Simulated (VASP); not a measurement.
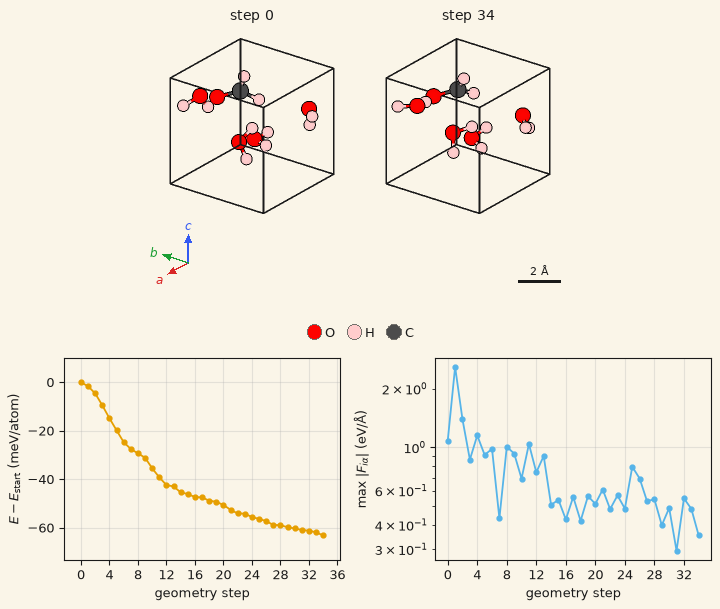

First and last geometry of a relaxation of an amorphous cell of composition H10CO5, with the history of the run. A ball-and-stick model of the cell of the calculation, seen from a free direction.

The run lets the atoms move in a fixed cell.

Level of theory: Kohn-Sham DFT of a periodic cell, PBE with D3(BJ), VASP PAW PBE potentials, recommended in VASP.

The input:
```
SYSTEM = H10CO5
PREC     = Accurate       ! precision mode
ENCUT    = 520            ! plane-wave cutoff, eV
EDIFF    = 1E-6           ! SCF threshold, eV
ISMEAR   = -1             ! smearing method
SIGMA    = 0.02           ! smearing width, eV
LREAL    = Auto         
LASPH    = .True.         ! aspherical terms in the spheres
NELM     = 100            ! most SCF steps
ALGO     = Fast           ! electronic algorithm
ISIF     = 2              ! what is computed and relaxed
LWAVE    = .False.        ! write WAVECAR
LCHARG   = .False.        ! write CHGCAR
GGA      = PE             ! functional
IVDW     = 12             ! dispersion correction
IBRION   = 2              ! ionic algorithm
NSW      = 35             ! ionic steps
EDIFFG   = -0.3           ! ionic threshold
```

Launched with:
```bash
cat potpaw_PBE.64/O/POTCAR potpaw_PBE.64/H/POTCAR potpaw_PBE.64/C/POTCAR > POTCAR
mpirun -np 1 vasp_gam > vasp.out
```

### Read the history and describe the run.

The relaxation stopped without meeting its thresholds, so the last structure isn't shown to be converged. An H atom moves most: 0.56 Å roughly along [2 −1 −3]. By element the largest moves are H 0.56 Å, O 0.54 Å, C 0.12 Å. The lattice vectors keep their values. Among the contacts that change: C–O 1.220 → 1.234 Å, H–O 0.969 → 0.980 Å, C–H 1.104 → 1.109 Å. Bond angles that change, for instance: H–O–H 104.0° → 99.1°, H–C–H 115.7° → 119.1°, O–C–H 122.2° → 120.0°. The energy falls by 63.2 meV per atom in 34 geometry steps. Largest force component: 1.1 eV/Å at the start, 0.35 eV/Å at the end.

```json
{"step": "0", "E − E(0), meV/atom": "0.00", "largest force component, eV/Å": "1.0817"}
{"step": "1", "E − E(0), meV/atom": "-1.66", "largest force component, eV/Å": "2.5859"}
{"step": "2", "E − E(0), meV/atom": "-4.61", "largest force component, eV/Å": "1.3917"}
{"step": "3", "E − E(0), meV/atom": "-9.55", "largest force component, eV/Å": "0.8661"}
{"step": "4", "E − E(0), meV/atom": "-14.86", "largest force component, eV/Å": "1.1518"}
{"step": "5", "E − E(0), meV/atom": "-19.82", "largest force component, eV/Å": "0.9154"}
{"step": "6", "E − E(0), meV/atom": "-24.72", "largest force component, eV/Å": "0.9827"}
{"step": "7", "E − E(0), meV/atom": "-27.52", "largest force component, eV/Å": "0.4326"}
{"step": "8", "E − E(0), meV/atom": "-29.33", "largest force component, eV/Å": "1.0076"}
{"step": "9", "E − E(0), meV/atom": "-31.11", "largest force component, eV/Å": "0.9301"}
{"step": "10", "E − E(0), meV/atom": "-35.49", "largest force component, eV/Å": "0.6922"}
{"step": "11", "E − E(0), meV/atom": "-39.21", "largest force component, eV/Å": "1.0413"}
{"step": "13", "E − E(0), meV/atom": "-42.95", "largest force component, eV/Å": "0.9032"}
{"step": "14", "E − E(0), meV/atom": "-45.39", "largest force component, eV/Å": "0.5075"}
{"step": "15", "E − E(0), meV/atom": "-46.09", "largest force component, eV/Å": "0.5386"}
{"step": "16", "E − E(0), meV/atom": "-47.34", "largest force component, eV/Å": "0.4271"}
{"step": "18", "E − E(0), meV/atom": "-48.80", "largest force component, eV/Å": "0.4202"}
{"step": "19", "E − E(0), meV/atom": "-49.29", "largest force component, eV/Å": "0.5624"}
{"step": "20", "E − E(0), meV/atom": "-50.59", "largest force component, eV/Å": "0.5134"}
{"step": "21", "E − E(0), meV/atom": "-52.57", "largest force component, eV/Å": "0.6083"}
{"step": "23", "E − E(0), meV/atom": "-54.15", "largest force component, eV/Å": "0.5672"}
{"step": "24", "E − E(0), meV/atom": "-55.60", "largest force component, eV/Å": "0.4855"}
{"step": "25", "E − E(0), meV/atom": "-56.33", "largest force component, eV/Å": "0.7959"}
{"step": "26", "E − E(0), meV/atom": "-57.25", "largest force component, eV/Å": "0.6928"}
{"step": "28", "E − E(0), meV/atom": "-58.94", "largest force component, eV/Å": "0.5421"}
{"step": "29", "E − E(0), meV/atom": "-59.75", "largest force component, eV/Å": "0.3991"}
{"step": "30", "E − E(0), meV/atom": "-60.28", "largest force component, eV/Å": "0.4889"}
{"step": "31", "E − E(0), meV/atom": "-60.90", "largest force component, eV/Å": "0.2951"}
{"step": "33", "E − E(0), meV/atom": "-61.84", "largest force component, eV/Å": "0.4845"}
{"step": "34", "E − E(0), meV/atom": "-63.17", "largest force component, eV/Å": "0.3535"}
```

Limits of the set-up: the periodic images lie only 5.7 Å apart, so the values are limited by the cell's size.
